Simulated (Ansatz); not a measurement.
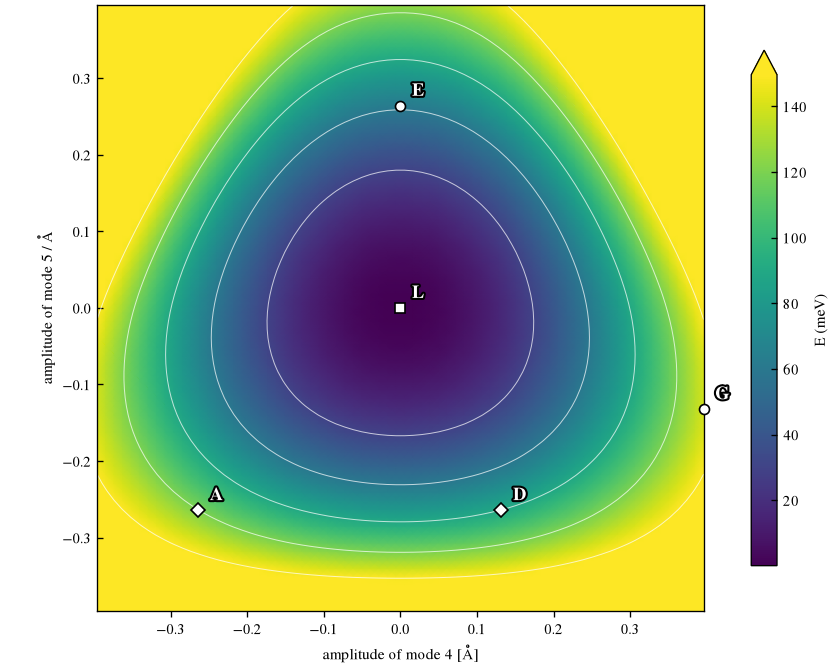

Ti₃Al (P-6m2, No. 187; 4 atoms in the cell). 
- The energy is mapped over two normal modes frozen in (zone-centre modes of the 4-atom cell of this scan).
- The first coordinate is: amplitude of mode 4 (88 cm⁻¹), largest displacement; the second: amplitude of mode 5 (88 cm⁻¹), largest displacement.
- Nothing is relaxed (the cell and all other modes fixed).
- The grid has 7 × 7 points; 28 points were computed and 21 follow by symmetry.
- Points are written as (first, second).
- Energies are in meV per cell, from the lowest grid point.
- Computed with DFT LDA, scalar-relativistic, plane waves, PAW (Ansatz 0.2.0). Settings: cutoff 520 eV, k-mesh 15×15×6 in the order of the run's cell vectors, gaussian smearing 0.15 eV, no spin polarisation.

The picture shows a smooth colour map with a few white contour lines, one colour for all values above the top of the scale, lettered points. Between grid points the surface is interpolated.

### What kind of point is each of A, D, E, L: minimum, saddle, maximum or slope?

A: on a slope; D: on a slope; E: on a slope; L: minimum. (In these two coordinates alone; a stationary point may lie a little off the grid point.)

### Rank the lettered points by energy, lowest first.

L (0 meV), E (62 meV), D (90 meV), A (120 meV), G (140 meV).

PAW datasets: the set soft_1.
